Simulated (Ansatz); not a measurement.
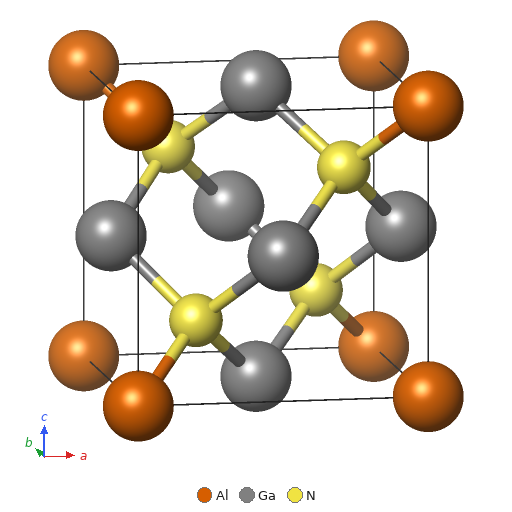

System: AlGa₃N₄, space group P-43m (No. 215). The picture shows the conventional cell.

Input file:
```
crystal:
  lattice:
    - [4.452369079, 0.0, 0.0]
    - [0.0, 4.452369079, 0.0]
    - [0.0, 0.0, 4.452369079]
  atoms:
    - { symbol: Al, position: [0.0, 0.0, 0.0] }
    - { symbol: Ga, position: [0.5, 0.5, 0.0] }
    - { symbol: Ga, position: [0.5, 0.0, 0.5] }
    - { symbol: Ga, position: [0.0, 0.5, 0.5] }
    - { symbol: "N", position: [0.755041743, 0.755041743, 0.244958257] }
    - { symbol: "N", position: [0.755041743, 0.244958257, 0.755041743] }
    - { symbol: "N", position: [0.244958257, 0.755041743, 0.755041743] }
    - { symbol: "N", position: [0.244958257, 0.244958257, 0.244958257] }
basis:
  ecutwfc: 420
kpoints:
  mp_grid: { grid: [6, 6, 6] }
hamiltonian:
  xc: pbesol
scf:
  occupations: { method: fixed }
output:
  eigenvalues: true
phonons:
  method: dfpt
  dielectric: true
  rigid_motions: translations
  eigenvectors: true
```

Run as:
```bash
ansatz run input.yaml --threads 2 --pin off --max-ram 6144MiB --backend cpu --events-out ev --progress --plain --runs-dir out
```

How it was computed, with Ansatz 0.2.0: optical phonons of an insulator on the approach to the zone centre along x, y and z with the field of polar modes, imaginary frequencies are negative, field response on a mesh refined by the program; plane waves with PAW datasets. Level: PBEsol, no spin polarisation.

wave cutoff 420 eV; k mesh 6×6×6; occupations fixed; pressure 2 GPa.

What does the calculation give for the polar optical modes, transverse and longitudinal, approaching the zone centre along x?

The transverse (TO, twofold) lines lie at 413.0, 567.3 and 661.2 and the longitudinal (LO) ones at 634.1 and 777.4 cm⁻¹, the same along x, y and z by the cubic symmetry.

```json
{"at": "x", "frequency (cm⁻¹)": "188.6", "degeneracy": "3", "dipole strength ((D/Å)²/amu)": "0"}
{"at": "x", "frequency (cm⁻¹)": "232.6", "degeneracy": "2", "dipole strength ((D/Å)²/amu)": "0.246"}
{"at": "x", "frequency (cm⁻¹)": "233.2", "degeneracy": "1", "dipole strength ((D/Å)²/amu)": "0.033"}
{"at": "x", "frequency (cm⁻¹)": "413.0", "degeneracy": "2", "dipole strength ((D/Å)²/amu)": "3.76"}
{"at": "x", "frequency (cm⁻¹)": "417.0", "degeneracy": "1", "dipole strength ((D/Å)²/amu)": "0.301"}
{"at": "x", "frequency (cm⁻¹)": "567.3", "degeneracy": "2", "dipole strength ((D/Å)²/amu)": "87.8"}
{"at": "x", "frequency (cm⁻¹)": "603.5", "degeneracy": "3", "dipole strength ((D/Å)²/amu)": "0"}
{"at": "x", "frequency (cm⁻¹)": "634.1", "degeneracy": "1", "dipole strength ((D/Å)²/amu)": "3.23"}
{"at": "x", "frequency (cm⁻¹)": "661.2", "degeneracy": "2", "dipole strength ((D/Å)²/amu)": "22.9"}
{"at": "x", "frequency (cm⁻¹)": "680.1", "degeneracy": "2", "dipole strength ((D/Å)²/amu)": "0"}
{"at": "x", "frequency (cm⁻¹)": "700.1", "degeneracy": "1", "dipole strength ((D/Å)²/amu)": "0"}
{"at": "x", "frequency (cm⁻¹)": "777.4", "degeneracy": "1", "dipole strength ((D/Å)²/amu)": "53.8"}
```

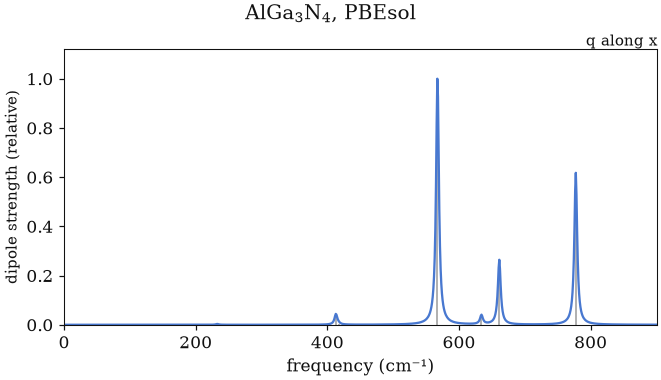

Lines are broadened by Lorentzians of 5.1 cm⁻¹ full width; the spectrum is scaled to its strongest line.

Limits of the calculation: field response not converged on the k mesh.
